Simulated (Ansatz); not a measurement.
# Si: what the fields show

```
Si
1.0
     6.39383    0.00000    0.00000
     0.00000    6.39383    0.00000
     0.00000    0.00000    6.39383
Si
12
Direct
  0.25000 0.00000 0.50000
  0.75000 0.50000 0.00000
  0.50000 0.00000 0.25000
  0.00000 0.50000 0.75000
  0.50000 0.25000 0.00000
  0.00000 0.75000 0.50000
  0.25000 0.50000 0.00000
  0.75000 0.00000 0.50000
  0.00000 0.25000 0.50000
  0.50000 0.75000 0.00000
  0.00000 0.50000 0.25000
  0.50000 0.00000 0.75000
```

Space group Im-3m; a structure from a database of computed crystals, not necessarily the ambient phase; computed pressure about 11 GPa in this cell.

The calculation used Kohn-Sham DFT of a periodic cell, LDA, JTH PAW in Ansatz.

The density is the valence pseudo-density of a PAW calculation; it isn't the true density close to the nuclei.

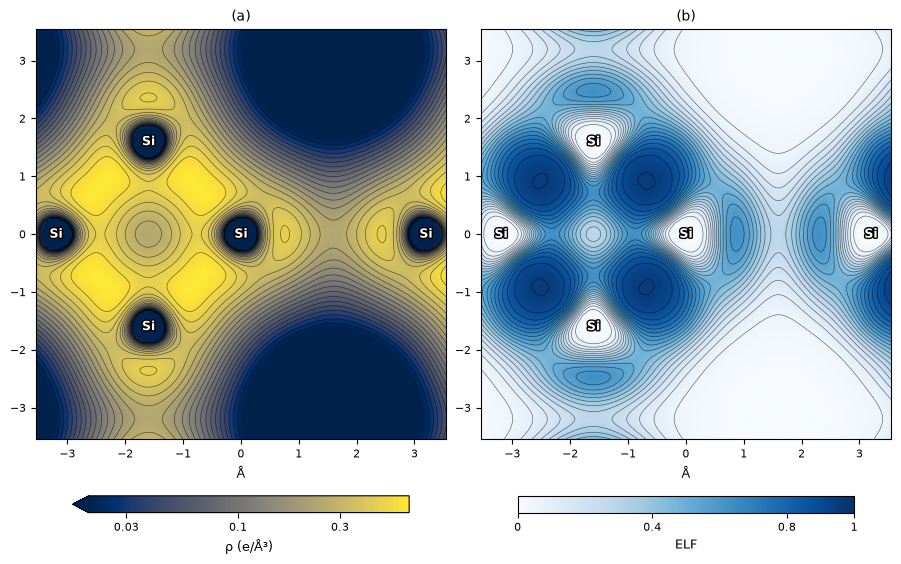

Figure 1. (a) valence pseudo-density; (b) ELF on the (001) plane of the conventional cell.

Describe what can be read from this map.

The section cuts through Si sites.
Si–Si (2.26 Å): the density is about 0.63 e/Å³ at the midpoint; the ELF peaks at about 0.95 between the atoms: a covalent bond.
The density dies away to nearly zero in the voids.

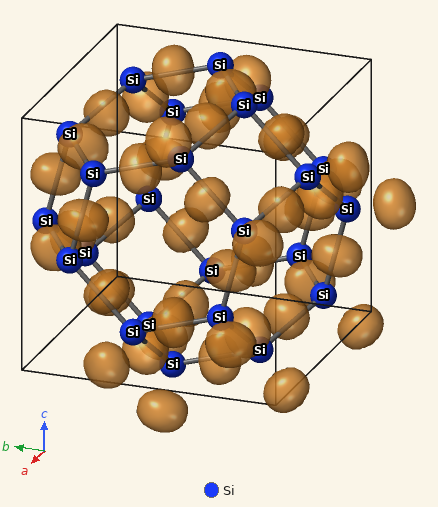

Figure 2. Isosurface of the electron localisation function at 0.85 (orange), seen at an oblique angle. Only the valence region is drawn (cores and ρ < 0.01 e/Å³ removed). Sticks mark near contacts.

Where are the electrons localised?

At this value the surface marks out 24 regions between bonded Si–Si atoms (shared pairs), counted in one cell of 12 atoms. Any copies at cell faces, edges or corners count once.
